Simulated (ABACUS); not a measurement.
## C: band-structure run (part 1 of 2)

C (Fd-3m, 2 atoms in the cell), computed with Kohn-Sham DFT of a periodic cell, TM, SG15 ONCV 1.2 PBE, no spin polarisation (ABACUS 3.10.1).

The structure derives from an entry of the Crystallography Open Database.

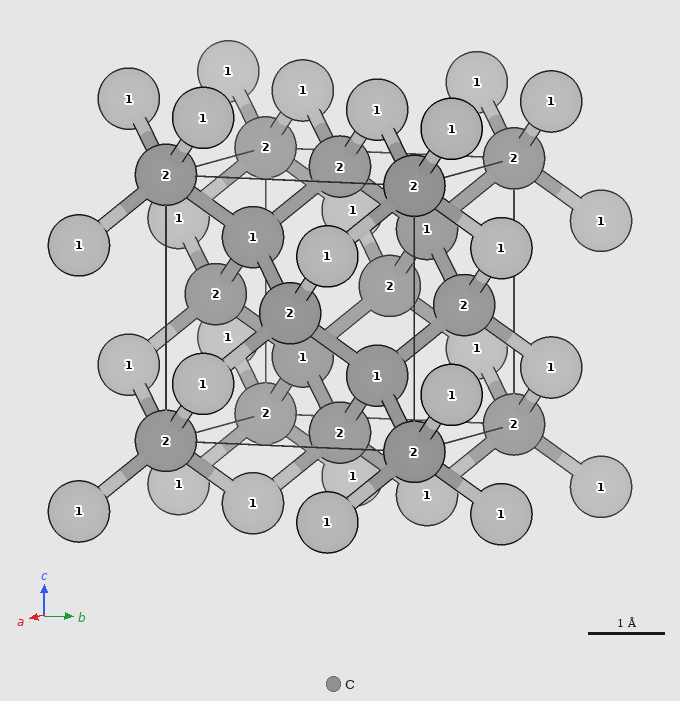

The input geometry (ball-and-stick view of the cell 4 times as large as that of the calculation, set on its symmetry axes, seen slightly off an axis; neighbours outside the cell are drawn fainter; atoms are numbered from 1 in the order of the input).

### Results in brief

```csv
quantity,value
outcome,converged
space group (tolerance 0.01 Å),Fd-3m (227)
electrons treated,8
free energy,−309.4657 eV
Fermi energy of the self-consistent step,15.892 eV
gap on the k-point mesh,4.18 eV
pressure,−4.94 GPa
largest force (length of the vector),under 0.001 eV/Å
hardware,"4 threads of Intel Xeon (Granite Rapids), 16 GiB of memory available, shared host"
wall time,4.7 s (CPU time 17 s)
peak memory,0.36 GiB
```

### Input file
```python
"""ABACUS run from a structure file: ASE reads it, the script writes STRU, KPT and INPUT."""
import re
import subprocess
import spglib
from ase import Atoms
from ase.io import read
from ase.units import Bohr

atoms = read("C.cif")
cell, frac, numbers = spglib.standardize_cell((atoms.cell[:], atoms.get_scaled_positions(), atoms.numbers), to_primitive=True, symprec=1e-4)
atoms = Atoms(numbers=numbers, cell=cell, scaled_positions=frac, pbc=True)  # the primitive cell
atoms = atoms[(-atoms.numbers).argsort(kind="stable")]  # ABACUS lists atoms element by element
pseudo = {'C': 'C_ONCV_PBE-1.2.upf'}
orbital = {}
magmoms = None
kmesh = [8, 8, 8]
params = {
    'suffix': 'C',
    'calculation': 'scf',
    'basis_type': 'pw',
    'pseudo_dir': './',
    'symmetry': 1,
    'dft_functional': 'MGGA_X_TM+MGGA_C_TM',
    'ecutwfc': 95,
    'pseudo_rcut': 10,
    'nspin': 1,
    'nbands': 14,
    'ks_solver': 'dav',
    'smearing_method': 'fd',
    'smearing_sigma': 0.00367493,
    'scf_thr': 1e-08,
    'scf_nmax': 100,
    'mixing_type': 'broyden',
    'mixing_beta': 0.7,
    'cal_force': 1,
    'cal_stress': 1,
    'mixing_tau': 1,
    'out_chg': 1,
    'kpar': 4,
}

symbols = atoms.get_chemical_symbols()
elements = list(dict.fromkeys(symbols))
lines = ["ATOMIC_SPECIES"] + [f"{e} {atoms.get_masses()[symbols.index(e)]:.4f} {pseudo[e]}" for e in elements]
if orbital:
    lines += ["", "NUMERICAL_ORBITAL"] + [orbital[e] for e in elements]
lines += ["", "LATTICE_CONSTANT", f"{1 / Bohr:.10f}", "", "LATTICE_VECTORS"]
lines += [" ".join(f"{x:.10f}" for x in v) for v in atoms.cell]
lines += ["", "ATOMIC_POSITIONS", "Direct"]
for e in elements:
    lines += ["", e, "0.0", str(symbols.count(e))]
    for i, p in enumerate(atoms.get_scaled_positions(wrap=False)):
        if symbols[i] == e:
            mag = "" if magmoms is None else " mag " + " ".join(str(x) for x in (magmoms[i] if isinstance(magmoms[i], list) else [magmoms[i]]))
            lines.append(" ".join(f"{x:.10f}" for x in p) + " 1 1 1" + mag)
open("STRU", "w").write("\n".join(lines) + "\n")
open("KPT", "w").write("K_POINTS\n0\nGamma\n%d %d %d 0 0 0\n" % tuple(kmesh))
open("INPUT", "w").write("INPUT_PARAMETERS\n" + "".join(f"{k:<20s}{v}\n" for k, v in params.items()))

done = subprocess.run(['mpirun', '-np', '4', 'abacus'])
if done.returncode:
    raise SystemExit(done.returncode)
log = open("OUT.C/running_scf.log").read()
print("final energy (eV):", re.findall(r"FINAL_ETOT_IS (\S+)", log))
```

### File C.cif
```
data_C
_cell_length_a 3.56674000
_cell_length_b 3.56674000
_cell_length_c 3.56674000
_cell_angle_alpha 90.00000000
_cell_angle_beta 90.00000000
_cell_angle_gamma 90.00000000
_space_group_name_H-M_alt 'Fd-3m'
_space_group_name_Hall 'F 4d 2 3 -1d'
_space_group_IT_number 227
loop_
_space_group_symop_operation_xyz
'x,y,z'
'-y+1/4,x+1/4,z+1/4'
'-x,-y+1/2,z+1/2'
'y+3/4,-x+1/4,z+3/4'
'x,-y,-z'
'-y+1/4,-x+3/4,-z+3/4'
'-x,y+1/2,-z+1/2'
'y+3/4,x+3/4,-z+1/4'
'z,x,y'
'z+1/4,-y+1/4,x+1/4'
'z+1/2,-x,-y+1/2'
'z+3/4,y+3/4,-x+1/4'
'-z,x,-y'
'-z+3/4,-y+1/4,-x+3/4'
'-z+1/2,-x,y+1/2'
'-z+1/4,y+3/4,x+3/4'
'y,z,x'
'x+1/4,z+1/4,-y+1/4'
'-y+1/2,z+1/2,-x'
'-x+1/4,z+3/4,y+3/4'
'-y,-z,x'
'-x+3/4,-z+3/4,-y+1/4'
'y+1/2,-z+1/2,-x'
'x+3/4,-z+1/4,y+3/4'
'-x+1/4,-y+1/4,-z+1/4'
'y,-x,-z'
'x+1/4,y+3/4,-z+3/4'
'-y+1/2,x,-z+1/2'
'-x+1/4,y+1/4,z+1/4'
'y,x+1/2,z+1/2'
'x+1/4,-y+3/4,z+3/4'
'-y+1/2,-x+1/2,z'
'-z+1/4,-x+1/4,-y+1/4'
'-z,y,-x'
'-z+3/4,x+1/4,y+3/4'
'-z+1/2,-y+1/2,x'
'z+1/4,-x+1/4,y+1/4'
'z+1/2,y,x+1/2'
'z+3/4,x+1/4,-y+3/4'
'z,-y+1/2,-x+1/2'
'-y+1/4,-z+1/4,-x+1/4'
'-x,-z,y'
'y+3/4,-z+3/4,x+1/4'
'x,-z+1/2,-y+1/2'
'y+1/4,z+1/4,-x+1/4'
'x+1/2,z+1/2,y'
'-y+3/4,z+3/4,x+1/4'
'-x+1/2,z,-y+1/2'
'x,y+1/2,z+1/2'
'-y+1/4,x+3/4,z+3/4'
'-x,-y,z'
'y+3/4,-x+3/4,z+1/4'
'x,-y+1/2,-z+1/2'
'-y+1/4,-x+1/4,-z+1/4'
'-x,y,-z'
'y+3/4,x+1/4,-z+3/4'
'z,x+1/2,y+1/2'
'z+1/4,-y+3/4,x+3/4'
'z+1/2,-x+1/2,-y'
'z+3/4,y+1/4,-x+3/4'
'-z,x+1/2,-y+1/2'
'-z+3/4,-y+3/4,-x+1/4'
'-z+1/2,-x+1/2,y'
'-z+1/4,y+1/4,x+1/4'
'y,z+1/2,x+1/2'
'x+1/4,z+3/4,-y+3/4'
'-y+1/2,z,-x+1/2'
'-x+1/4,z+1/4,y+1/4'
'-y,-z+1/2,x+1/2'
'-x+3/4,-z+1/4,-y+3/4'
'y+1/2,-z,-x+1/2'
'x+3/4,-z+3/4,y+1/4'
'-x+1/4,-y+3/4,-z+3/4'
'y,-x+1/2,-z+1/2'
'x+1/4,y+1/4,-z+1/4'
'-y+1/2,x+1/2,-z'
'-x+1/4,y+3/4,z+3/4'
'y,x,z'
'x+1/4,-y+1/4,z+1/4'
'-y+1/2,-x,z+1/2'
'-z+1/4,-x+3/4,-y+3/4'
'-z,y+1/2,-x+1/2'
'-z+3/4,x+3/4,y+1/4'
'-z+1/2,-y,x+1/2'
'z+1/4,-x+3/4,y+3/4'
'z+1/2,y+1/2,x'
'z+3/4,x+3/4,-y+1/4'
'z,-y,-x'
'-y+1/4,-z+3/4,-x+3/4'
'-x,-z+1/2,y+1/2'
'y+3/4,-z+1/4,x+3/4'
'x,-z,-y'
'y+1/4,z+3/4,-x+3/4'
'x+1/2,z,y+1/2'
'-y+3/4,z+1/4,x+3/4'
'-x+1/2,z+1/2,-y'
'x+1/2,y,z+1/2'
'-y+3/4,x+1/4,z+3/4'
'-x+1/2,-y+1/2,z'
'y+1/4,-x+1/4,z+1/4'
'x+1/2,-y,-z+1/2'
'-y+3/4,-x+3/4,-z+1/4'
'-x+1/2,y+1/2,-z'
'y+1/4,x+3/4,-z+3/4'
'z+1/2,x,y+1/2'
'z+3/4,-y+1/4,x+3/4'
'z,-x,-y'
'z+1/4,y+3/4,-x+3/4'
'-z+1/2,x,-y+1/2'
'-z+1/4,-y+1/4,-x+1/4'
'-z,-x,y'
'-z+3/4,y+3/4,x+1/4'
'y+1/2,z,x+1/2'
'x+3/4,z+1/4,-y+3/4'
'-y,z+1/2,-x+1/2'
'-x+3/4,z+3/4,y+1/4'
'-y+1/2,-z,x+1/2'
'-x+1/4,-z+3/4,-y+3/4'
'y,-z+1/2,-x+1/2'
'x+1/4,-z+1/4,y+1/4'
'-x+3/4,-y+1/4,-z+3/4'
'y+1/2,-x,-z+1/2'
'x+3/4,y+3/4,-z+1/4'
'-y,x,-z'
'-x+3/4,y+1/4,z+3/4'
'y+1/2,x+1/2,z'
'x+3/4,-y+3/4,z+1/4'
'-y,-x+1/2,z+1/2'
'-z+3/4,-x+1/4,-y+3/4'
'-z+1/2,y,-x+1/2'
'-z+1/4,x+1/4,y+1/4'
'-z,-y+1/2,x+1/2'
'z+3/4,-x+1/4,y+3/4'
'z,y,x'
'z+1/4,x+1/4,-y+1/4'
'z+1/2,-y+1/2,-x'
'-y+3/4,-z+1/4,-x+3/4'
'-x+1/2,-z,y+1/2'
'y+1/4,-z+3/4,x+3/4'
'x+1/2,-z+1/2,-y'
'y+3/4,z+1/4,-x+3/4'
'x,z+1/2,y+1/2'
'-y+1/4,z+3/4,x+3/4'
'-x,z,-y'
'x+1/2,y+1/2,z'
'-y+3/4,x+3/4,z+1/4'
'-x+1/2,-y,z+1/2'
'y+1/4,-x+3/4,z+3/4'
'x+1/2,-y+1/2,-z'
'-y+3/4,-x+1/4,-z+3/4'
'-x+1/2,y,-z+1/2'
'y+1/4,x+1/4,-z+1/4'
'z+1/2,x+1/2,y'
'z+3/4,-y+3/4,x+1/4'
'z,-x+1/2,-y+1/2'
'z+1/4,y+1/4,-x+1/4'
'-z+1/2,x+1/2,-y'
'-z+1/4,-y+3/4,-x+3/4'
'-z,-x+1/2,y+1/2'
'-z+3/4,y+1/4,x+3/4'
'y+1/2,z+1/2,x'
'x+3/4,z+3/4,-y+1/4'
'-y,z,-x'
'-x+3/4,z+1/4,y+3/4'
'-y+1/2,-z+1/2,x'
'-x+1/4,-z+1/4,-y+1/4'
'y,-z,-x'
'x+1/4,-z+3/4,y+3/4'
'-x+3/4,-y+3/4,-z+1/4'
'y+1/2,-x+1/2,-z'
'x+3/4,y+1/4,-z+3/4'
'-y,x+1/2,-z+1/2'
'-x+3/4,y+3/4,z+1/4'
'y+1/2,x,z+1/2'
'x+3/4,-y+1/4,z+3/4'
'-y,-x,z'
'-z+3/4,-x+3/4,-y+1/4'
'-z+1/2,y+1/2,-x'
'-z+1/4,x+3/4,y+3/4'
'-z,-y,x'
'z+3/4,-x+3/4,y+1/4'
'z,y+1/2,x+1/2'
'z+1/4,x+3/4,-y+3/4'
'z+1/2,-y,-x+1/2'
'-y+3/4,-z+3/4,-x+1/4'
'-x+1/2,-z+1/2,y'
'y+1/4,-z+1/4,x+1/4'
'x+1/2,-z,-y+1/2'
'y+3/4,z+3/4,-x+1/4'
'x,z,y'
'-y+1/4,z+1/4,x+1/4'
'-x,z+1/2,-y+1/2'
loop_
_atom_site_label
_atom_site_type_symbol
_atom_site_symmetry_multiplicity
_atom_site_Wyckoff_symbol
_atom_site_fract_x
_atom_site_fract_y
_atom_site_fract_z
_atom_site_occupancy
C1 C 8 a 0.2500000000 0.2500000000 0.2500000000 1
```

### File INPUT
```
INPUT_PARAMETERS
suffix              C
calculation         scf
basis_type          pw
pseudo_dir          ./
symmetry            1
dft_functional      MGGA_X_TM+MGGA_C_TM
ecutwfc             95
pseudo_rcut         10
nspin               1
nbands              14
ks_solver           dav
smearing_method     fd
smearing_sigma      0.00367493
scf_thr             1e-08
scf_nmax            100
mixing_type         broyden
mixing_beta         0.7
cal_force           1
cal_stress          1
mixing_tau          1
out_chg             1
kpar                4
```

### File STRU
```
ATOMIC_SPECIES
C 12.0110 C_ONCV_PBE-1.2.upf

LATTICE_CONSTANT
1.8897261258

LATTICE_VECTORS
0.0000000000 1.7833700000 1.7833700000
1.7833700000 0.0000000000 1.7833700000
1.7833700000 1.7833700000 0.0000000000

ATOMIC_POSITIONS
Direct

C
0.0
2
0.2500000000 0.2500000000 0.2500000000 1 1 1
0.0000000000 0.0000000000 -0.0000000000 1 1 1
```

### File KPT
```
K_POINTS
0
Gamma
8 8 8 0 0 0
```

Command:
```bash
OMP_NUM_THREADS=1 python run_abacus.py > log
```

### Log
```
ABACUS v3.10.1

               Atomic-orbital Based Ab-initio Computation at UStc

 ------------------------------------------------------------------------------------

 READING GENERAL INFORMATION
                           global_out_dir = OUT.C/
                           global_in_card = INPUT
                               pseudo_dir = ./
                              orbital_dir =
                                    DSIZE = 4
                                    GSIZE = 1

 READING UNITCELL INFORMATION
                                    ntype = 1
                  lattice constant (Bohr) = 1.88973
              lattice constant (Angstrom) = 1

 READING ATOM TYPE 1
                               atom label = C
                      L=0, number of zeta = 1
                      L=1, number of zeta = 1
                      L=2, number of zeta = 1
             number of atom for this type = 2

                        TOTAL ATOM NUMBER = 2
DIRECT COORDINATES
    atom                   x                   y                   z     mag                  vx                  vy                  vz
taud_C1            0.2500000000        0.2500000000        0.2500000000  0.0000        0.0000000000        0.0000000000        0.0000000000
taud_C2            0.0000000000        0.0000000000        0.0000000000  0.0000        0.0000000000        0.0000000000        0.0000000000

                          Volume (Bohr^3) = 76.551
                             Volume (A^3) = 11.3437

 Lattice vectors: (Cartesian coordinate: in unit of a_0)
                   +0            +1.78337            +1.78337
             +1.78337                  +0            +1.78337
             +1.78337            +1.78337                  +0
 Reciprocal vectors: (Cartesian coordinate: in unit of 2 pi/a_0)
            -0.280368           +0.280368           +0.280368
            +0.280368           -0.280368           +0.280368
            +0.280368           +0.280368           -0.280368
 The esolver type has been set to : ksdft_pw

                PAO radial cut off (Bohr) = 10

 Read in pseudopotential file is C_ONCV_PBE-1.2.upf
                     pseudopotential type = NC
          exchange-correlation functional = PBE
                 nonlocal core correction = 0
                        valence electrons = 4
                                     lmax = 1
                           number of zeta = 0
                     number of projectors = 4
                           L of projector = 0
                           L of projector = 0
                           L of projector = 1
                           L of projector = 1
 XC functional updated to : MGGA_X_TM+MGGA_C_TM
          exchange-correlation functional = MGGA_X_TM+MGGA_C_TM
     initial pseudo atomic orbital number = 0

 SETUP THE ELECTRONS NUMBER
             electron number of element C = 4
       total electron number of element C = 8
            AUTOSET number of electrons:  = 8
                           occupied bands = 4
                                   NBANDS = 14
                                   NLOCAL = 18

 SETUP THE PLANE WAVE BASIS
 energy cutoff for charge/potential (unit:Ry) = 380
            fft grid for charge/potential = [ 30, 30, 30 ]
                        fft grid division = [ 1, 1, 1 ]
        big fft grid for charge/potential = [ 30, 30, 30 ]
                                     nbxx = 27000
                                     nrxx = 27000

 SETUP PLANE WAVES FOR CHARGE/POTENTIAL
                    number of plane waves = 9577
                         number of sticks = 595

 PARALLEL PW FOR CHARGE/POTENTIAL
     PROC   COLUMNS(POT)             PW
        1            595           9577
 --------------- sum -------------------
        1            595           9577
                            number of |g| = 149
                                  max |g| = 34.2723
                                  min |g| = 0

----------- Double Check Mixing Parameters Begin ------------
mixing_type: broyden
mixing_beta: 0.7
mixing_gg0: 1
mixing_gg0_min: 0.1
mixing_ndim: 8
----------- Double Check Mixing Parameters End ------------

 LATTICE VECTORS: (CARTESIAN COORDINATE: IN UNIT OF A0)
                   +0            +1.78337            +1.78337
             +1.78337                  +0            +1.78337
             +1.78337            +1.78337                  +0
                       right hand lattice = 1
                                   NORM_A = 2.52207
                                   NORM_B = 2.52207
                                   NORM_C = 2.52207
                           ALPHA (DEGREE) = 60
                           BETA  (DEGREE) = 60
                           GAMMA (DEGREE) = 60

 The lattice vectors have been changed (STRU_SIMPLE.cif)
```
